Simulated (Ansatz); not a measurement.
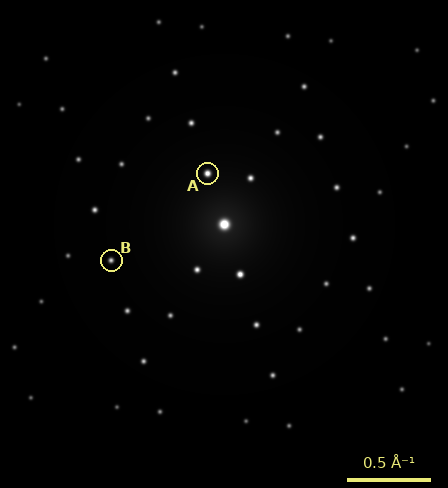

Computed electron diffraction pattern, 200 kV, single scattering only, B = 0.3 Å². Two individuals of a reflection twin are superposed (a geometric construction: whether this twin forms is not tested; the second individual is smaller and so fainter). Crystal: Yb, space group Pm-3m (No. 221), a = 3.129 Å, zone axis [210]. Structure: coordinates from a relaxation with DFT, LDA (PW92), plane waves (420 eV) with PAW, scalar-relativistic (Ansatz); the starting structure was generated, so it need not be a known form of this composition.

| atom | site | symmetry | x | y | z |
| --- | --- | --- | --- | --- | --- |
| Yb | 1a | m-3m | 0.0000 | 0.0000 | 0.0000 |

In the first individual spot A is 0 0 -1 and spot B is -1 2 0.

Question: Find the twin plane.

Answer: (1-21). The spot positions of the combined pattern are mirror-symmetric about the row through 1 -2 1 (d = 1.277 Å), which both individuals share, while a single individual has only symmetry 2mm without that mirror line. Friedel's law adds the mirror line at right angles, so a twin on (1-2-5) would give the same picture; the more widely spaced plane was used.

Question: Which other reflections coincide?

Answer: Off the common row, 0 0 3, 1 -2 -2, 1 -2 4 and their kin fall on spots of the second individual; about 38 % of the first individual's visible spots are shared.
